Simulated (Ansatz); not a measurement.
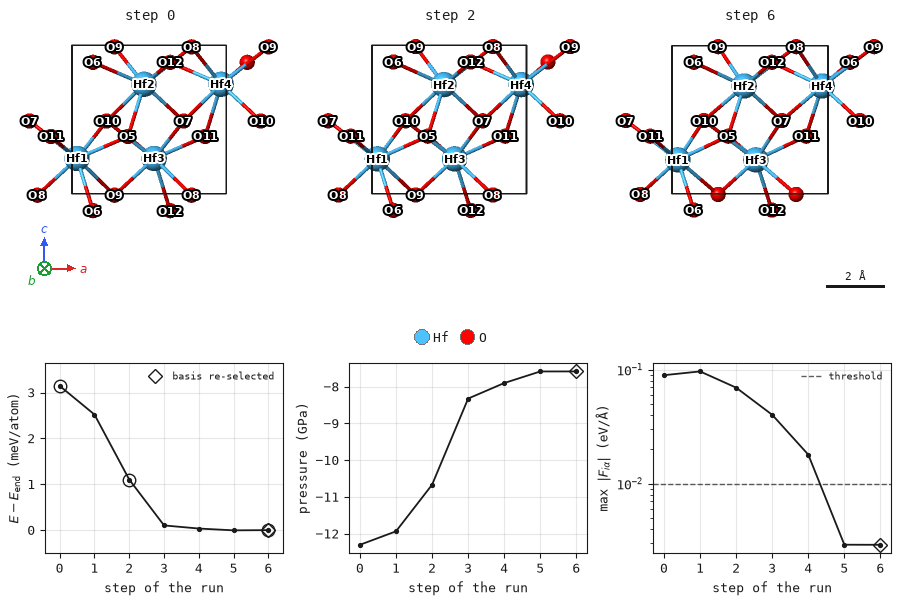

Frames of a relaxation of a crystal of HfO₂ (set up in Pca2_1), marked on the history of the run. The picture is a ball-and-stick view of the cell of the calculation, seen along the b axis.

Case: volume × 1.06, shape and atoms relaxed.

These are results of Ansatz, DFT r2SCAN, scalar-relativistic, plane waves, PAW, not measurements. Settings: plane-wave cutoff 500 eV; k-point mesh 6 × 6 × 6; occupations gaussian; smearing width 0.02 eV; no spin polarisation; cell relaxed at fixed volume; force threshold 0.01 eV/Å; at most 30 steps.

Q: Describe the path.

A: The largest moves relative to the cell, 0.13 Å, are those of O7, O8, O9 and O10. O8 goes along [3 2 1]. By element the largest moves are O 0.13 Å, Hf 0.05 Å. The drawn cell changes at constant volume: a 5.361 → 5.423 Å (+1.2 %), b 5.120 → 5.079 Å (−0.8 %), c 5.157 → 5.138 Å (−0.4 %). Near-neighbour distances that change, for instance: Hf1–O7 2.342 → 2.522 Å, Hf1–O10 2.152 → 2.100 Å, Hf1–O8 2.143 → 2.095 Å, Hf1–O6 2.161 → 2.116 Å. Bond angles that change, for instance: Hf1–O8–Hf4 111.1° → 115.7°, Hf2–O8–Hf3 99.9° → 95.7°, Hf1–O8–Hf3 108.8° → 112.8°. The space group stays Pca2_1 (No. 29). After 5 accepted moves (6 points after the start) the energy has fallen by 3.1 meV per atom. Largest force component: 0.09 eV/Å at the start, 0.0029 eV/Å at the end. The pressure goes from −12.30 to −7.59 GPa. The SCF was repeated once at an unchanged geometry on a basis and grid sized afresh for the cell, which shifted the energy by less than 0.05 meV per atom at most. Cost: 2.8 min on 4 threads of Oxide Virtual Turin-like Processor (Zen 5) (shared host), peak memory 1.3 GiB. From step 0 to 2: O atoms move most (0.05 Å), energy −2.0 meV per atom. From step 2 to 6: O atoms move most (0.08 Å), energy −1.1 meV per atom.

```
step  E − E(0), meV/atom  largest force component, eV/Å  pressure, GPa                      note
   0                0.00                         0.0896         -12.30                          
   1               -0.62                         0.0967         -11.94                          
   2               -2.04                         0.0696         -10.67                          
   3               -3.04                         0.0402          -8.32                          
   4               -3.11                         0.0180          -7.90                          
   5               -3.15                         0.0029          -7.59                          
   6               -3.14                         0.0029          -7.59  same geometry, new basis
```
